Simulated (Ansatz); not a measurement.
**W$_{8}$C$_{9}$: molecular dynamics (part 5 of 5)**

W$_{8}$C$_{9}$ (slab, 17 atoms in the cell); DFT PBE, scalar-relativistic, plane waves, PAW, PAW set soft_1, no spin polarisation (Ansatz 0.2.0); cutoff 420 eV, 3×3×1 k-mesh, Fermi–Dirac smearing of 0.15 eV. The structure derives from an entry of the Crystallography Open Database. The input holds or restrains some coordinates. It belongs to a series of runs on one base structure; here: dynamics from the last frame of the run before.

Geometry of the input (Å; fractional positions):
```
5.7491  0.0000  0.0000
0.0000  5.6332  0.0000
0.0000  0.0000  15.1490
W  0.0000  0.0000  0.0660
C  0.0025  0.2377  0.1726
W  0.2635  0.0068  0.2241
C  0.2765  0.2542  0.3269
W  0.0000  0.5000  0.0660
C  -0.0059  0.7264  0.1786
W  0.2620  0.4987  0.2283
C  0.4754  0.8957  0.3496
W  0.5000  0.0000  0.0660
C  0.5235  0.2572  0.1738
W  0.7462  -0.0125  0.2260
C  0.6971  0.2091  0.3337
W  0.5000  0.5000  0.0660
C  0.5003  0.7322  0.1693
W  0.7598  0.4858  0.2406
C  0.5663  0.6947  0.3259
C  0.4647  0.1386  0.3624
```

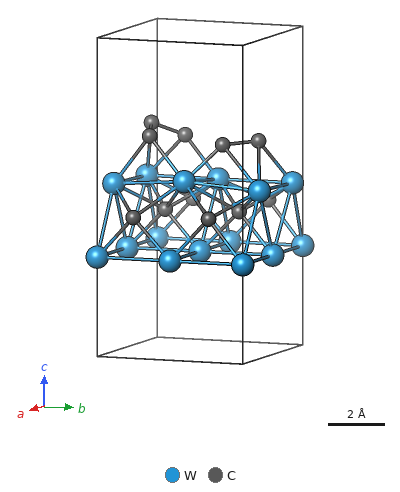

Fig. 1: The geometry at step 160 of the log (ball-and-stick view of the cell of the calculation, with the vacuum cut short, seen slightly off an axis).

**Trajectory as extended XYZ, continued**
```
17
Lattice="5.7491 0.0000 0.0000 0.0000 5.6332 0.0000 0.0000 0.0000 15.1490" Properties=species:S:1:pos:R:3:forces:R:3 step=135 time_fs=202.5 energy=-85326.25924 temperature=982.0
W     0.0000    0.0000    1.0000   -0.2694   0.3866   0.8795
C    -0.1373    1.5134    2.6804    1.5556  -1.2783  -0.8564
W     1.4060    0.0039    3.4447    0.0252   1.6194   1.2743
C     1.5462    1.4384    4.9839   -0.1627   0.8478  -0.1192
W     0.0000    2.8166    1.0000   -0.2511   0.1012   1.1043
C    -0.0310    4.2812    2.7540   -0.5254  -0.3698  -0.9474
W     1.3558    2.8654    3.5712    1.3013  -0.0044  -0.4152
C     2.4360    4.8207    5.3548    2.0850   0.8101  -0.9832
W     2.8745    0.0000    1.0000   -0.1960   0.3517   0.0165
C     2.8869    1.4901    2.6353   -0.8307  -0.2746  -0.7481
W     4.2252   -0.0133    3.5240    0.2486   0.8129   1.0567
C     4.0752    1.3103    5.0782   -0.9928  -0.3941   0.0389
W     2.8745    2.8166    1.0000   -0.1568   0.2253   0.6152
C     2.8482    4.2652    2.6420   -0.2323  -0.8996  -0.8696
W     4.2511    2.8615    3.6408   -0.0693  -0.6588  -0.3139
C     3.4729    3.9719    5.1280   -1.2546   0.9346  -0.5088
C     2.7554    0.9056    5.3942   -0.2749  -2.2102   0.7763
17
Lattice="5.7491 0.0000 0.0000 0.0000 5.6332 0.0000 0.0000 0.0000 15.1490" Properties=species:S:1:pos:R:3:forces:R:3 step=139 time_fs=208.5 energy=-85326.11159 temperature=895.4
W     0.0000    0.0000    1.0000   -0.2701   0.4372   0.9414
C    -0.1619    1.5257    2.6639    2.1443  -1.5425  -0.8727
W     1.3924    0.0270    3.4406    0.8719   1.1339   1.2159
C     1.6158    1.4320    4.9779   -0.3093   0.9894   0.1082
W     0.0000    2.8166    1.0000   -0.1730   0.1159   1.0130
C    -0.0115    4.2806    2.8369   -0.9775  -0.1662  -1.6229
W     1.3637    2.8847    3.5475    1.8699  -0.8134   0.4305
C     2.4627    4.8308    5.3062    1.6608   1.3524  -0.5190
W     2.8745    0.0000    1.0000   -0.1879   0.3226   0.1617
C     2.9187    1.4777    2.7087   -1.4867   0.1133  -2.2314
W     4.2149   -0.0057    3.5163    0.6404  -0.3308   0.3071
C     4.0569    1.2951    4.9900   -0.8147  -0.2411   2.1830
W     2.8745    2.8166    1.0000   -0.1649  -0.0625   0.8959
C     2.8817    4.2167    2.6305   -0.8347  -0.0058  -0.8509
W     4.2674    2.8570    3.6570    0.0554  -0.4688  -1.1211
C     3.4623    3.9540    5.0711   -1.0313   0.9251   0.4212
C     2.7907    0.8312    5.4648   -0.9926  -1.7585  -0.4599
17
Lattice="5.7491 0.0000 0.0000 0.0000 5.6332 0.0000 0.0000 0.0000 15.1490" Properties=species:S:1:pos:R:3:forces:R:3 step=143 time_fs=214.5 energy=-85326.19379 temperature=942.9
W     0.0000    0.0000    1.0000   -0.2589   0.4079   0.7944
C    -0.1273    1.4951    2.6234    1.5601  -1.0752  -0.3528
W     1.3803    0.0524    3.4388    1.1784   0.5673   0.7620
C     1.6770    1.4522    4.9760   -0.2419   0.3646   0.6994
W     0.0000    2.8166    1.0000   -0.1520   0.1839   0.8955
C    -0.0189    4.2752    2.8740   -0.8534   0.0339  -1.8100
W     1.3751    2.9025    3.5245    2.0757  -1.4283   0.9817
C     2.5328    4.8806    5.2439   -0.4940   1.6357   0.3356
W     2.8745    0.0000    1.0000   -0.2038   0.3126   0.1094
C     2.9096    1.4680    2.7203   -1.2591   0.2449  -2.4989
W     4.2058    0.0014    3.5092    0.7247  -1.2977  -0.4942
C     4.0154    1.2732    4.9623   -0.4710   0.0646   3.1552
W     2.8745    2.8166    1.0000   -0.1684  -0.2695   0.6619
C     2.8926    4.1679    2.5954   -0.8358   0.8441  -0.4272
W     4.2838    2.8516    3.6711   -0.0784  -0.8062  -1.5041
C     3.4263    3.9581    5.0240    0.7633  -0.7699   0.4183
C     2.7983    0.7111    5.5218   -1.2853   0.9871  -1.7262
17
Lattice="5.7491 0.0000 0.0000 0.0000 5.6332 0.0000 0.0000 0.0000 15.1490" Properties=species:S:1:pos:R:3:forces:R:3 step=147 time_fs=220.5 energy=-85326.16882 temperature=929.2
W     0.0000    0.0000    1.0000   -0.2917   0.1622   0.3977
C    -0.0493    1.4349    2.5731    0.2347   0.0457   0.3566
W     1.3704    0.0787    3.4385    1.3426  -0.2713   0.2397
C     1.7296    1.4843    4.9926   -0.8099   0.2577   0.5871
W     0.0000    2.8166    1.0000   -0.1642   0.2725   0.8422
C    -0.0497    4.2705    2.8596   -0.1923   0.0849  -1.6339
W     1.3903    2.9176    3.5033    1.7110  -1.6627   1.2555
C     2.5933    4.9614    5.1868   -1.1756  -3.4796  -0.3335
W     2.8745    0.0000    1.0000   -0.2304   0.3251  -0.1126
C     2.8658    1.4645    2.6627   -0.3296   0.0273  -1.4822
W     4.1980    0.0061    3.5013    0.4053  -1.3837  -0.5069
C     3.9619    1.2535    5.0200    0.5784   0.5529   1.7425
W     2.8745    2.8166    1.0000   -0.1371  -0.4208   0.0255
C     2.8801    4.1429    2.5487   -0.4664   1.4118   0.2746
W     4.3000    2.8445    3.6824   -0.4657  -1.4810  -1.4706
C     3.4062    3.9467    4.9896    0.5824  -0.2123   0.5335
C     2.7715    0.6264    5.5347   -0.5913   5.7714  -0.7152
17
Lattice="5.7491 0.0000 0.0000 0.0000 5.6332 0.0000 0.0000 0.0000 15.1490" Properties=species:S:1:pos:R:3:forces:R:3 step=151 time_fs=226.5 energy=-85326.29240 temperature=999.2
W     0.0000    0.0000    1.0000   -0.3939  -0.2362  -0.1510
C     0.0352    1.3768    2.5323   -1.2211   1.4669   0.6964
W     1.3632    0.1045    3.4386    1.7699  -1.3695   0.1317
C     1.7569    1.5267    5.0233   -2.2119   1.3404  -0.6885
W     0.0000    2.8166    1.0000   -0.2042   0.2956   0.8186
C    -0.0861    4.2679    2.7985    0.4603   0.0332  -1.2047
W     1.4088    2.9297    3.4845    1.0465  -1.3707   1.3439
C     2.6200    4.9644    5.1247   -1.6383  -1.2170   0.3986
W     2.8745    0.0000    1.0000   -0.2143   0.3091  -0.5690
C     2.8122    1.4618    2.5641    0.5362  -0.2391   0.3537
W     4.1910    0.0083    3.4925    0.1776  -0.9983   0.0748
C     3.9266    1.2506    5.1253    2.0871   1.1980  -0.8252
W     2.8745    2.8166    1.0000   -0.0345  -0.2521  -0.7369
C     2.8541    4.1573    2.5094   -0.1009   1.3594   0.7809
W     4.3153    2.8347    3.6909   -0.5156  -1.7478  -1.5177
C     3.4047    3.9276    4.9701    0.7659   0.1054   0.5166
C     2.7254    0.6821    5.5269   -0.3090   1.3230   0.5780
17
Lattice="5.7491 0.0000 0.0000 0.0000 5.6332 0.0000 0.0000 0.0000 15.1490" Properties=species:S:1:pos:R:3:forces:R:3 step=155 time_fs=232.5 energy=-85326.06685 temperature=868.5
W     0.0000    0.0000    1.0000   -0.4956  -0.4055  -0.5182
C     0.0855    1.3595    2.5105   -2.1582   2.1641   0.6071
W     1.3592    0.1278    3.4391    2.0594  -2.0370   0.3595
C     1.7226    1.6054    5.0355   -2.3021   1.1144  -1.2354
W     0.0000    2.8166    1.0000   -0.2669   0.3053   0.6140
C    -0.1102    4.2663    2.7033    0.7249  -0.0183  -0.4474
W     1.4292    2.9393    3.4682    0.4048  -0.7180   1.1153
C     2.5998    4.9301    5.0733   -1.6427   1.6553   1.2629
W     2.8745    0.0000    1.0000   -0.1928   0.2415  -1.2860
C     2.7730    1.4524    2.4754    0.9104  -0.3324   2.0173
W     4.1844    0.0086    3.4839    0.2215  -0.5516   0.7873
C     3.9459    1.2785    5.2105    1.3199   0.4314  -2.0067
W     2.8745    2.8166    1.0000    0.1024   0.3247  -1.1975
C     2.8247    4.2095    2.4915    0.0841   0.6840   0.7961
W     4.3298    2.8217    3.6965   -0.1212  -1.4402  -1.5981
C     3.4245    3.9121    4.9658    0.5102   0.6701   0.5255
C     2.6740    0.7822    5.5326    0.8418  -2.0878   0.2044
17
Lattice="5.7491 0.0000 0.0000 0.0000 5.6332 0.0000 0.0000 0.0000 15.1490" Properties=species:S:1:pos:R:3:forces:R:3 step=160 time_fs=240.0 energy=-85325.91428 temperature=777.7
W     0.0000    0.0000    1.0000   -0.4767   0.1485  -0.6744
C     0.0645    1.4184    2.5080   -1.7092   0.8215   0.6021
W     1.3595    0.1517    3.4405    1.2187  -1.5737   0.2086
C     1.6049    1.7306    5.0122    0.9184  -2.1889   0.5319
W     0.0000    2.8166    1.0000   -0.3847   0.3590  -0.0943
C    -0.1122    4.2642    2.5711    0.5466   0.0984   1.0032
W     1.4557    2.9495    3.4506   -0.1975   0.1863   0.4247
C     2.5206    4.9409    5.0590    0.6572   0.6964   1.3954
W     2.8745    0.0000    1.0000   -0.2372   0.3051  -2.0698
C     2.7602    1.4293    2.4454    0.9464   0.1006   2.4728
W     4.1767    0.0075    3.4754    0.4783  -0.1697   1.4492
C     4.0110    1.3259    5.2384   -1.3856  -0.8880  -1.9715
W     2.8745    2.8166    1.0000    0.1533   0.7837  -1.0628
C     2.7912    4.2990    2.4998    0.1441  -0.4312   0.4329
W     4.3475    2.8019    3.6995   -0.0799  -0.4009  -1.0460
C     3.4605    3.9293    4.9804   -1.1627   2.3095   0.1069
C     2.6383    0.8430    5.5377    0.5705  -0.1565  -1.7088
17
Lattice="5.7491 0.0000 0.0000 0.0000 5.6332 0.0000 0.0000 0.0000 15.1490" Properties=species:S:1:pos:R:3:forces:R:3 step=164 time_fs=246.0 energy=-85325.96376 temperature=807.3
W     0.0000    0.0000    1.0000   -0.4159   0.8409  -0.7237
C    -0.0079    1.4947    2.5257   -0.4472  -0.9677   0.7026
W     1.3624    0.1674    3.4422    0.0759  -0.9590   0.1630
C     1.5296    1.7715    5.0039    1.8457  -2.8122   0.7864
W     0.0000    2.8166    1.0000   -0.3840   0.4196  -0.7194
C    -0.0955    4.2655    2.4942    0.3378   0.2286   1.9933
W     1.4766    2.9579    3.4375   -0.6088   0.5067   0.2864
C     2.4704    4.9766    5.0919    1.2800   0.6925   1.1401
W     2.8745    0.0000    1.0000   -0.3057   0.6197  -2.1312
C     2.7806    1.4135    2.4987    0.8402   0.7391   1.4056
W     4.1716    0.0062    3.4714    0.8774  -0.0644   1.6950
C     4.0271    1.3395    5.1968   -1.9519  -0.9287  -1.6472
W     2.8745    2.8166    1.0000    0.0754   0.6346  -0.5166
C     2.7691    4.3593    2.5212    0.2084  -1.1426   0.0323
W     4.3615    2.7851    3.6996   -0.6918   0.7801  -0.2095
C     3.4584    4.0101    4.9960   -0.9012   1.2556  -0.6808
C     2.6293    0.8789    5.4938    0.1657   0.1572  -1.5764
17
Lattice="5.7491 0.0000 0.0000 0.0000 5.6332 0.0000 0.0000 0.0000 15.1490" Properties=species:S:1:pos:R:3:forces:R:3 step=168 time_fs=252.0 energy=-85326.20579 temperature=948.9
W     0.0000    0.0000    1.0000   -0.3984   1.2203  -0.6213
C    -0.0927    1.5449    2.5625    1.0214  -2.0225   0.3003
W     1.3655    0.1813    3.4442   -0.7171  -0.7221   0.4305
C     1.5042    1.7357    5.0151    1.1140  -1.3842  -0.3408
W     0.0000    2.8166    1.0000   -0.2762   0.4411  -0.7822
C    -0.0689    4.2731    2.4732    0.2363   0.2556   2.2196
W     1.4963    2.9671    3.4252   -1.0441   0.2240   0.9135
C     2.4539    5.0328    5.1566    0.5689   0.8291   0.3833
W     2.8745    0.0000    1.0000   -0.3521   0.9424  -1.7521
C     2.8247    1.4185    2.5912    0.4485   1.1610  -0.2916
W     4.1682    0.0048    3.4707    1.4444  -0.3329   1.4380
C     3.9900    1.3283    5.1086   -1.0522  -0.1094  -0.8338
W     2.8745    2.8166    1.0000   -0.0183   0.3375   0.0172
C     2.7533    4.3878    2.5435    0.3941  -1.3524  -0.3726
W     4.3741    2.7697    3.6992   -1.5050   1.8511   0.1899
C     3.4327    4.1246    4.9934    0.3159  -0.8950  -0.9039
C     2.6251    0.9173    5.4076   -0.1803  -0.4435   0.0057
17
Lattice="5.7491 0.0000 0.0000 0.0000 5.6332 0.0000 0.0000 0.0000 15.1490" Properties=species:S:1:pos:R:3:forces:R:3 step=172 time_fs=258.0 energy=-85325.87050 temperature=750.8
W     0.0000    0.0000    1.0000   -0.3993   1.0984  -0.2618
C    -0.1486    1.5391    2.6068    2.1665  -1.9653  -0.5739
W     1.3673    0.1937    3.4470   -0.8785  -0.8688   0.5607
C     1.5063    1.6633    5.0161   -1.3456   1.3300  -1.5655
W     0.0000    2.8166    1.0000   -0.1583   0.4308  -0.1690
C    -0.0353    4.2878    2.5143    0.1454   0.1677   1.5604
W     1.5140    2.9767    3.4145   -1.4573  -0.2740   1.6031
C     2.4553    5.1088    5.2320    0.3681  -0.7409  -0.5527
W     2.8745    0.0000    1.0000   -0.3381   1.0289  -1.3317
C     2.8807    1.4558    2.6757   -0.3174   1.0332  -1.8142
W     4.1675    0.0027    3.4725    1.9441  -0.9703   0.4573
C     3.9250    1.3149    4.9979    0.8278   1.0928   0.6232
W     2.8745    2.8166    1.0000   -0.0380   0.1190   0.2357
C     2.7491    4.3788    2.5553    0.6746  -0.8718  -0.6597
W     4.3839    2.7578    3.6991   -2.0015   2.7144   0.0298
C     3.4137    4.2159    4.9663    0.5621  -1.9843  -0.3755
C     2.6178    0.9418    5.3234    0.2453  -1.3396   2.2336
17
Lattice="5.7491 0.0000 0.0000 0.0000 5.6332 0.0000 0.0000 0.0000 15.1490" Properties=species:S:1:pos:R:3:forces:R:3 step=176 time_fs=264.0 energy=-85325.51126 temperature=538.6
W     0.0000    0.0000    1.0000   -0.3440   0.6982   0.1620
C    -0.1447    1.4791    2.6352    2.1260  -0.7927  -1.1580
W     1.3676    0.2045    3.4508   -0.3670  -1.2870   0.4339
C     1.4760    1.6237    4.9762   -1.2887   1.8615  -0.9727
W     0.0000    2.8166    1.0000   -0.0574   0.3771   0.5723
C     0.0021    4.3072    2.5995   -0.1107   0.0120   0.4310
W     1.5290    2.9859    3.4069   -1.7980  -0.5769   1.9046
C     2.4687    5.1612    5.2920    0.7076  -2.9981  -1.2334
W     2.8745    0.0000    1.0000   -0.2331   0.9844  -1.0760
C     2.9280    1.5212    2.7097   -0.9180   0.1366  -2.4834
W     4.1704   -0.0013    3.4751    2.0740  -1.3614  -0.7182
C     3.8804    1.3308    4.9061    1.2281   1.2846   2.4607
W     2.8745    2.8166    1.0000    0.0346   0.0341  -0.0009
C     2.7642    4.3455    2.5487    0.8418  -0.0261  -0.6697
W     4.3901    2.7510    3.6990   -1.5802   3.3649  -0.6425
C     3.4087    4.2527    4.9292   -0.0261  -1.9105   0.4754
C     2.6149    0.9340    5.2989   -0.2890   0.1992   2.5149
17
Lattice="5.7491 0.0000 0.0000 0.0000 5.6332 0.0000 0.0000 0.0000 15.1490" Properties=species:S:1:pos:R:3:forces:R:3 step=180 time_fs=270.0 energy=-85325.70719 temperature=653.3
W     0.0000    0.0000    1.0000   -0.2176   0.2896   0.3144
C    -0.0827    1.3975    2.6313    0.6359   0.9746  -1.2658
W     1.3673    0.2127    3.4554    0.7762  -1.9352   0.2813
C     1.4136    1.6334    4.9117    0.9167   0.4435   1.0221
W     0.0000    2.8166    1.0000    0.0758   0.2550   1.0045
C     0.0357    4.3269    2.6974   -0.5650  -0.1706  -0.5676
W     1.5407    2.9940    3.4027   -1.8906  -0.4326   1.6493
C     2.5009    5.1361    5.3179    0.3330  -1.6525  -1.2091
W     2.8745    0.0000    1.0000   -0.0660   1.0544  -0.9019
C     2.9504    1.5895    2.6748   -0.8312  -1.2222  -1.8584
W     4.1772   -0.0076    3.4766    1.7632  -0.7750  -0.9034
C     3.8664    1.3796    4.8837   -0.2598  -0.1763   3.4377
W     2.8745    2.8166    1.0000    0.1566   0.1727  -0.7445
C     2.8029    4.3106    2.5236    0.7041   0.5198  -0.2865
W     4.3933    2.7505    3.6977   -0.6666   3.5049  -1.3958
C     3.4051    4.2336    4.9042    0.1603  -1.9817   0.7056
C     2.6034    0.9303    5.3421   -1.0253   1.1314   0.7181
```
